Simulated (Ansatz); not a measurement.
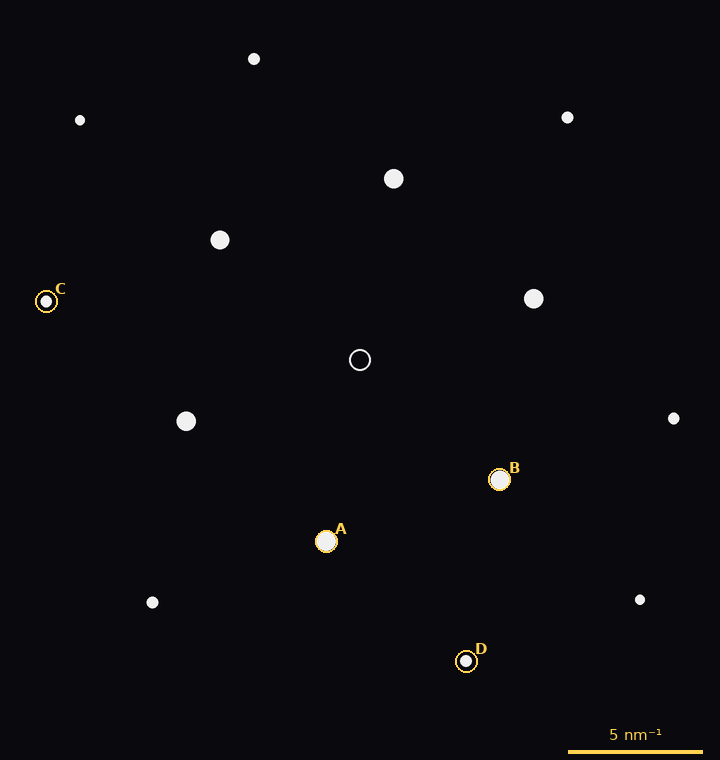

The pattern is a kinematic simulation for 120 kV electrons (no multiple scattering; isotropic B = 1 Å²). The zone axis points towards the electron source and the pattern is seen from the source side.

The sample is Mo, space group R-3m (No. 166), a = 2.894 Å, c = 26.922 Å (hexagonal axes). Structure: the geometry relaxed with Ansatz, DFT PBE, scalar-relativistic, plane waves, PAW; the starting structure was generated, so it need not be a known form of this composition.

```
atom  site  symmetry       x       y       z
  Mo    6c        3m  0.0000  0.0000  0.0443
  Mo    6c        3m  0.0000  0.0000  0.2086
```

Spot A is indexed -2 1 0 and spot B -1 -1 0.

Question: Index the other marked spots.

Answer: C = A − 2B = 0 3 0 (d = 0.835 Å). D = A + B = -3 0 0 (d = 0.835 Å).

Question: Give [uvw].

Answer: The cross product of A and B is parallel to [001]; every spot obeys hu + kv + lw = 0.
